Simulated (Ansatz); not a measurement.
**Geometry relaxation of Sn9O16 (charge +3) (part 3 of 3)**

Continued. System: Sn9O16 (defect cell, 25 atoms in the cell, total charge +3). Method: DFT PBE, scalar-relativistic, plane waves, PAW, spin-polarised (Ansatz 0.2.0); cutoff 420 eV, 3×3×3 k-mesh, Gaussian smearing of 0.01 eV, collinear spins. The structure derives from a Materials Project entry. It belongs to a series of runs on one base structure; here: Sn interstitial, charge +3, atoms relaxed at the host's cell.

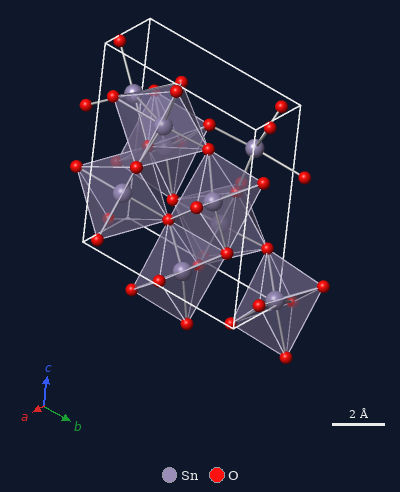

Figure 1. The geometry at step 4 of the log (polyhedral view of the cell of the calculation, seen slightly off an axis; polyhedra are completed across the faces of the cell).

**Trajectory as extended XYZ, continued**
```
25
Lattice="-4.8272 -4.8272 0.0000 -4.8272 4.8272 0.0000 4.8272 0.0000 -6.4763" Properties=species:S:1:pos:R:3:forces:R:3 step=2 energy=-63327.27210
Sn   -2.4115    2.3434   -1.5903    0.1005  -0.0335   0.1021
Sn   -2.6333   -2.4748   -4.8507   -0.5107   0.0331   0.0386
Sn   -2.4114   -2.4854   -1.6227    0.1321   0.0083  -0.3150
Sn   -1.7228    2.6959   -4.8570   -0.0839   0.0398   0.0238
Sn   -4.7081   -0.1387   -3.0722    0.0045  -0.2520   0.1793
Sn   -4.8834    0.0908   -0.0320    0.0687   0.0553  -0.1377
Sn   -0.0520    0.0981   -3.1912    0.0092   0.0466   0.1302
Sn   -9.5287   -0.1284   -0.1522   -0.0404  -0.2807  -0.1807
O    -3.6810    3.9654   -1.7516   -0.0893   0.1006   0.0890
O    -4.0404   -0.9997   -4.8500    0.0284  -0.0820  -0.0290
O    -3.6816   -0.8615   -1.4750   -0.0872   0.0584  -0.0390
O     1.0732   -0.6938   -4.8505    0.6559  -0.7395  -0.0011
O    -1.0984    0.7344   -1.5864    0.0523   0.1070   0.0616
O    -1.0619   -4.0950   -4.8461    0.0557   0.0329  -0.0308
O    -5.9239    0.7297   -1.6389   -0.0212   0.1458  -0.0125
O    -1.0350    0.8229   -4.8498    0.0634  -0.0022  -0.0204
O    -3.4752    1.5046   -3.2582    0.1317   0.2822  -0.5273
O    -3.4839    1.5967   -0.0311   -0.0702  -0.0661  -0.0266
O    -3.4810   -3.2238   -3.1899   -0.0853  -0.0881   0.0457
O    -3.4688   -3.3187    0.0381    0.1024   0.3320   0.6194
O    -1.1511    3.1142   -2.9962   -0.3351  -0.0318  -0.3318
O    -6.0927   -1.6964    0.1750    0.1961  -0.0045   0.1309
O    -1.2655   -1.6907   -3.3982    0.2012  -0.0203  -0.1382
O    -1.1396   -1.7036   -0.2372   -0.3894  -0.1005   0.3830
Sn   -4.5911    2.2927   -4.8391   -0.0895   0.4594  -0.0135
25
Lattice="-4.8272 -4.8272 0.0000 -4.8272 4.8272 0.0000 4.8272 0.0000 -6.4763" Properties=species:S:1:pos:R:3:forces:R:3 step=3 energy=-63327.64062
Sn   -2.3946    2.3477   -1.6067    0.0734  -0.0040   0.0167
Sn   -2.6872   -2.4898   -4.8508   -0.4784  -0.0181   0.0114
Sn   -2.3945   -2.4816   -1.6134    0.0866   0.0155  -0.0814
Sn   -1.8820    2.5749   -4.8534    0.2161  -0.2716   0.0287
Sn   -4.7292   -0.1423   -3.1127   -0.0263  -0.1454   0.0367
Sn   -4.8300    0.0766   -0.0548   -0.0137   0.0378  -0.0695
Sn   -0.0025    0.0802   -3.1679   -0.0301   0.0314   0.0682
Sn   -9.5545   -0.1374   -0.1100   -0.0381  -0.1558  -0.0400
O    -3.6858    3.9651   -1.6953   -0.0246   0.0137   0.0176
O    -4.0423   -1.0107   -4.8502    0.2105   0.0962  -0.0048
O    -3.6856   -0.8636   -1.5283   -0.0280   0.0024  -0.0048
O     1.1865   -0.7807   -4.8501    0.1811  -0.2250   0.0022
O    -1.0476    0.7739   -1.5748    0.0079   0.0607   0.0297
O    -1.0892   -4.1013   -4.8495   -0.0255   0.0364  -0.0022
O    -5.8757    0.7700   -1.6480   -0.0090   0.0703  -0.0186
O    -0.9070    0.8224   -4.8498    0.0078   0.0322  -0.0101
O    -3.4306    1.5362   -3.3731    0.0626   0.0889  -0.0952
O    -3.4781    1.5954   -0.0611    0.0475  -0.0155  -0.0246
O    -3.4764   -3.2300   -3.1626    0.0416  -0.0219   0.0313
O    -3.4287   -3.2870    0.1533    0.0625   0.0859   0.1002
O    -1.2328    3.1523   -3.0678   -0.1213   0.0208  -0.1422
O    -6.0886   -1.6779    0.1850    0.0441   0.0386  -0.0051
O    -1.2624   -1.6751   -3.4069    0.0467   0.0315   0.0046
O    -1.2291   -1.6710   -0.1592   -0.1363   0.0007   0.1445
Sn   -4.7012    2.3322   -4.8449   -0.1575   0.1946   0.0068
25
Lattice="-4.8272 -4.8272 0.0000 -4.8272 4.8272 0.0000 4.8272 0.0000 -6.4763" Properties=species:S:1:pos:R:3:forces:R:3 step=4 energy=-63327.72604
Sn   -2.3625    2.3693   -1.6113    0.0039   0.0112   0.0013
Sn   -2.7714   -2.5330   -4.8492    0.1287   0.0240   0.0037
Sn   -2.3632   -2.4590   -1.6113   -0.0051   0.0114   0.0019
Sn   -1.9466    2.4498   -4.8484   -0.1604  -0.0282  -0.0033
Sn   -4.7411   -0.1435   -3.1396    0.0116   0.0186  -0.0316
Sn   -4.8095    0.0590   -0.0829   -0.0097  -0.0337   0.0453
Sn    0.0171    0.0575   -3.1402   -0.0083  -0.0322  -0.0460
Sn   -9.5699   -0.1452   -0.0836    0.0145   0.0234   0.0348
O    -3.6912    3.9549   -1.6619    0.0041   0.0026  -0.0017
O    -3.8984   -0.8967   -4.8500   -0.0611  -0.0219   0.0071
O    -3.6908   -0.8719   -1.5606    0.0060   0.0022  -0.0036
O     1.2108   -0.8143   -4.8494   -0.0262  -0.0176  -0.0026
O    -1.0380    0.7801   -1.5622    0.0073   0.0073   0.0037
O    -1.1073   -4.1008   -4.8498    0.0396   0.0291   0.0001
O    -5.8649    0.7806   -1.6608    0.0129   0.0046  -0.0068
O    -0.8325    0.8042   -4.8497    0.0630   0.0368   0.0041
O    -3.4353    1.5701   -3.3971   -0.0303  -0.0032   0.0175
O    -3.4735    1.5825   -0.0943   -0.0173   0.0048   0.0040
O    -3.4743   -3.2459   -3.1283   -0.0113   0.0120  -0.0057
O    -3.4354   -3.2594    0.1737   -0.0327   0.0050  -0.0161
O    -1.2458    3.1560   -3.1245   -0.0021  -0.0146  -0.0169
O    -6.1159   -1.6553    0.1747    0.0322  -0.0194  -0.0216
O    -1.2880   -1.6574   -3.3978    0.0269  -0.0132   0.0210
O    -1.2475   -1.6726   -0.0972    0.0053  -0.0071   0.0131
Sn   -4.7741    2.3695   -4.8512    0.0095  -0.0014  -0.0016
25
Lattice="-4.8272 -4.8272 0.0000 -4.8272 4.8272 0.0000 4.8272 0.0000 -6.4763" Properties=species:S:1:pos:R:3:forces:R:3 step=5 energy=-63327.72972
Sn   -2.3622    2.3690   -1.6113   -0.0001  -0.0002   0.0000
Sn   -2.7646   -2.5252   -4.8494    0.0243   0.0030  -0.0006
Sn   -2.3623   -2.4576   -1.6115    0.0017  -0.0037  -0.0006
Sn   -1.9592    2.4374   -4.8495   -0.0234  -0.0085   0.0004
Sn   -4.7490   -0.1473   -3.1408    0.0039   0.0086   0.0071
Sn   -4.8027    0.0590   -0.0819   -0.0079  -0.0059  -0.0074
Sn    0.0246    0.0588   -3.1410   -0.0066  -0.0060   0.0063
Sn   -9.5760   -0.1475   -0.0821    0.0052   0.0077  -0.0067
O    -3.6896    3.9565   -1.6591    0.0018  -0.0015   0.0015
O    -3.9110   -0.9033   -4.8495   -0.0034  -0.0021  -0.0012
O    -3.6892   -0.8698   -1.5640    0.0009  -0.0028   0.0002
O     1.2104   -0.8180   -4.8496    0.0075   0.0075  -0.0002
O    -1.0352    0.7812   -1.5640   -0.0010   0.0027  -0.0013
O    -1.1074   -4.0974   -4.8495   -0.0063  -0.0102  -0.0006
O    -5.8621    0.7819   -1.6590   -0.0017   0.0022   0.0031
O    -0.8146    0.8142   -4.8496    0.0063   0.0021  -0.0002
O    -3.4420    1.5656   -3.3945    0.0031   0.0034  -0.0059
O    -3.4709    1.5861   -0.0925    0.0029  -0.0005  -0.0007
O    -3.4711   -3.2410   -3.1301    0.0020  -0.0015   0.0013
O    -3.4422   -3.2616    0.1714    0.0048   0.0036   0.0053
O    -1.2530    3.1521   -3.1298   -0.0021   0.0031   0.0030
O    -6.1092   -1.6545    0.1720   -0.0041  -0.0013   0.0010
O    -1.2823   -1.6545   -3.3951   -0.0018  -0.0009  -0.0012
O    -1.2530   -1.6751   -0.0928   -0.0031   0.0026  -0.0032
Sn   -4.7753    2.3692   -4.8497   -0.0027  -0.0013   0.0006
25
Lattice="-4.8272 -4.8272 0.0000 -4.8272 4.8272 0.0000 4.8272 0.0000 -6.4763" Properties=species:S:1:pos:R:3:forces:R:3 step=6 energy=-63327.72972
Sn   -2.3622    2.3690   -1.6113   -0.0002  -0.0001   0.0001
Sn   -2.7646   -2.5252   -4.8494    0.0245   0.0029  -0.0006
Sn   -2.3623   -2.4576   -1.6115    0.0016  -0.0036  -0.0006
Sn   -1.9592    2.4374   -4.8495   -0.0237  -0.0087   0.0003
Sn   -4.7490   -0.1473   -3.1408    0.0037   0.0086   0.0072
Sn   -4.8027    0.0590   -0.0819   -0.0076  -0.0060  -0.0074
Sn    0.0246    0.0588   -3.1410   -0.0063  -0.0060   0.0063
Sn   -9.5760   -0.1475   -0.0821    0.0050   0.0077  -0.0067
O    -3.6896    3.9565   -1.6591    0.0017  -0.0015   0.0015
O    -3.9110   -0.9033   -4.8495   -0.0034  -0.0019  -0.0012
O    -3.6892   -0.8698   -1.5640    0.0009  -0.0028   0.0003
O     1.2104   -0.8180   -4.8496    0.0075   0.0077  -0.0002
O    -1.0352    0.7812   -1.5640   -0.0009   0.0027  -0.0013
O    -1.1074   -4.0974   -4.8495   -0.0061  -0.0100  -0.0005
O    -5.8621    0.7819   -1.6590   -0.0017   0.0021   0.0030
O    -0.8146    0.8142   -4.8496    0.0062   0.0020  -0.0003
O    -3.4420    1.5656   -3.3945    0.0031   0.0033  -0.0059
O    -3.4709    1.5861   -0.0925    0.0029  -0.0006  -0.0007
O    -3.4711   -3.2410   -3.1301    0.0020  -0.0016   0.0013
O    -3.4422   -3.2616    0.1714    0.0048   0.0036   0.0053
O    -1.2530    3.1521   -3.1298   -0.0020   0.0032   0.0031
O    -6.1092   -1.6545    0.1720   -0.0041  -0.0013   0.0010
O    -1.2823   -1.6545   -3.3951   -0.0019  -0.0009  -0.0012
O    -1.2530   -1.6751   -0.0928   -0.0030   0.0027  -0.0032
Sn   -4.7753    2.3692   -4.8497   -0.0029  -0.0015   0.0006
```

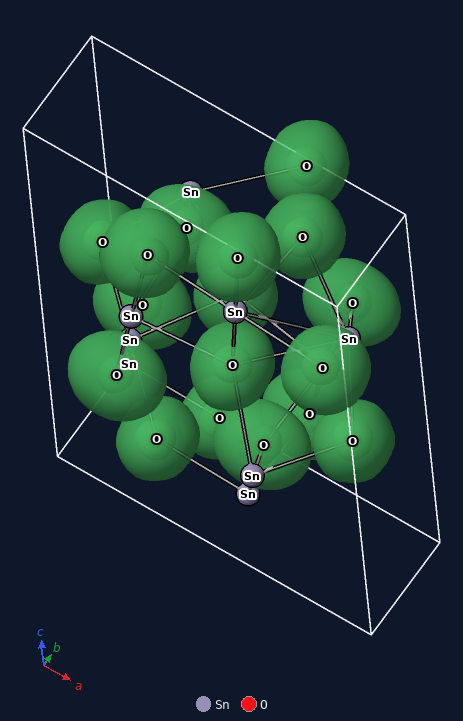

Figure 2. Isosurface of the ELF at 0.7 (green), seen slightly off an axis. Core shells and regions of very low density are left out. Sticks mark near contacts. The outline is the calculation cell. Along the contacts the grid gives the following. Sn–O (1.99 Å): the ELF is about 0.25 at the midpoint; no shared pair; the contact is polar. Sn–Sn (2.82 Å): the ELF is about 0.15 at the midpoint (no localised pair between them). Core electrons are frozen (PAW), so the fields are smoothed inside the atomic spheres.

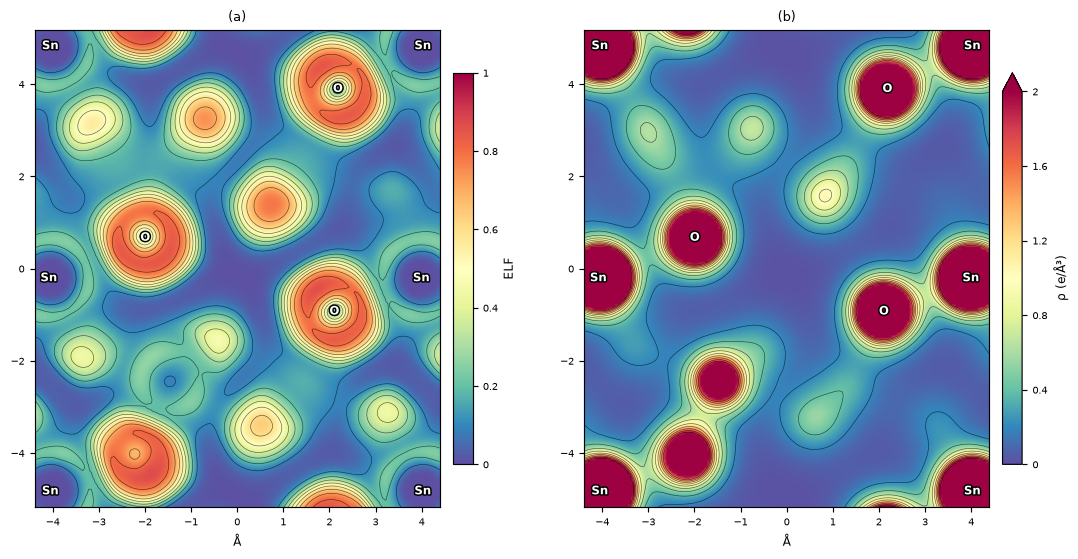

Figure 3. (a) ELF; (b) valence electron density on the (110) plane of the calculation cell. The section cuts through Sn and O sites. Sn–O (2.03 Å): ρ at the midpoint is about 0.71 e/Å³; the ELF is about 0.25 at the midpoint; a polar contact without a shared pair, in a metal. Sn–O (2.07 Å): ρ at the midpoint is about 0.64 e/Å³; the ELF is about 0.25 at the midpoint; no shared pair; the contact is polar. Sn–O (2.26 Å): ρ is about 0.44 e/Å³ halfway; the ELF is about 0.20 at the midpoint; no shared pair; the contact is polar. Sn–O (2.26 Å): ρ at the midpoint is about 0.44 e/Å³; the ELF is about 0.20 at the midpoint; a polar contact without a shared pair, in a metal. Away from the nuclei the density in this plane falls to 0.02 e/Å³ at its lowest.

This output came from the following input.

**Input file**
```yaml
crystal:
  lattice:
    - [-4.8271903445, -4.8271903445, 0.0]
    - [-4.8271903445, 4.8271903445, 0.0]
    - [4.8271903445, 0.0, -6.4763045098]
  atoms:
    - { symbol: Sn, position: [0.128225927, 0.6154383909, 0.2452707701] }
    - { symbol: Sn, position: [0.9026607619, 0.3883351975, 0.7490086835] }
    - { symbol: Sn, position: [0.6317322544, 0.1194744723, 0.2526886158] }
    - { symbol: Sn, position: [0.2743067789, 0.8334786984, 0.7469303779], spin: 0.2 }
    - { symbol: Sn, position: [0.7418689816, 0.7084862685, 0.4729028632] }
    - { symbol: Sn, position: [0.4978156616, 0.5226733109, 0.00336362] }
    - { symbol: Sn, position: [0.243253984, 0.2682496735, 0.4946480845] }
    - { symbol: Sn, position: [1.0178165999, 0.9842365833, 0.0251722427] }
    - { symbol: O, position: [0.1075224956, 0.9302848088, 0.2741219206] }
    - { symbol: O, position: [0.8929669116, 0.6865397424, 0.7489531338] }
    - { symbol: O, position: [0.5824396846, 0.4055613769, 0.2240159634] }
    - { symbol: O, position: [0.3301442059, 0.2061295617, 0.749103828] }
    - { symbol: O, position: [0.1636451619, 0.3129663506, 0.2444217743] }
    - { symbol: O, position: [0.8968776731, 0.0577868291, 0.7473393664], spin: 0.2 }
    - { symbol: O, position: [0.6680950816, 0.8177727256, 0.2534989609] }
    - { symbol: O, position: [0.4026160724, 0.5714648345, 0.7489950883] }
    - { symbol: O, position: [0.4554706133, 0.7597856264, 0.4893677148], spin: 0.2 }
    - { symbol: O, position: [0.1968223704, 0.5307876122, 0.0052765429] }
    - { symbol: O, position: [0.9403990637, 0.2743808248, 0.4926707929] }
    - { symbol: O, position: [0.7156369899, 0.0145460454, 0.0106617134], spin: 0.2 }
    - { symbol: O, position: [0.0249985363, 0.6633816435, 0.4576351061] }
    - { symbol: O, position: [0.7919368245, 0.4401592348, -0.0275955082] }
    - { symbol: O, position: [0.5684348553, 0.2166747355, 0.5257752246] }
    - { symbol: O, position: [0.3162502098, -0.0450894332, 0.040347864] }
    - { symbol: Sn, position: [0.5998861601, 1.0787637758, 0.7459229114], spin: 0.2 }
  host:
    lattice:
      - [4.8271903445, 0.0, 0.0]
      - [0.0, 4.8271903445, 0.0]
      - [0.0, 0.0, 3.2381522549]
    atoms:
      - { symbol: Sn, position: [0.5, 0.5, 0.5] }
      - { symbol: Sn, position: [0.0, 0.0, 0.0] }
      - { symbol: O, position: [0.1934234769, 0.8065765231, 0.5] }
      - { symbol: O, position: [0.8065765231, 0.1934234769, 0.5] }
      - { symbol: O, position: [0.3065765231, 0.3065765231, 0.0] }
      - { symbol: O, position: [0.6934234769, 0.6934234769, 0.0] }
total_charge: 3
basis:
  ecutwfc: 420
  xc_grid: 2
kpoints:
  mp_grid: { grid: [3, 3, 3], shift: [0.0, 0.0, 0.0] }
hamiltonian:
  xc: pbe
scf:
  occupations: { method: gaussian, width: 0.01 }
output:
  forces: true
  stress: false
  eigenvalues: true
  populations: true
  charged_corrections:
    defect_position: [0.625, 0.975, 0.75]
    epsilon: [[14.0248, 0.0, 0.0], [0.0, 14.0248, 0.0], [0.0, 0.0, 10.8937]]
  write_density: true
  write_potential: true
  elf: true
  volumetric_format: npy
magnetization:
  spin_polarized: true
relax:
  adjacent_minimum: "off"
  f_tol: 0.025
  max_steps: 45
```

Launched with:
```bash
ansatz run input.yaml --threads 4 --pin off --max-ram 10240MiB --backend cpu --events-out ev --progress --plain --runs-dir out
```

**Summary**

| quantity | value |
| --- | --- |
| outcome | converged |
| electrons treated | 219 |
| free energy | −63327.7297 eV |
| Fermi energy | 12.391 eV |
| gap on the k-point mesh | none (metallic) |
| net moment of the cell | 0.00 μB |
| integrated absolute moment | 0.00 μB |
| final volume | 301.82 Å³ |
| largest force (length of the vector) at the end | 0.025 eV/Å |
| hardware | 4 threads of Arm Neoverse V2, 24 GiB of memory available, shared host |
| wall time | 6 min (CPU time 24 min) |
| peak memory | 1.6 GiB |

Warnings of the run: some starting moments were not kept. The cell is charged and computed with a neutralising background, so its energy and pressure depend on the cell and aren't those of a real crystal.
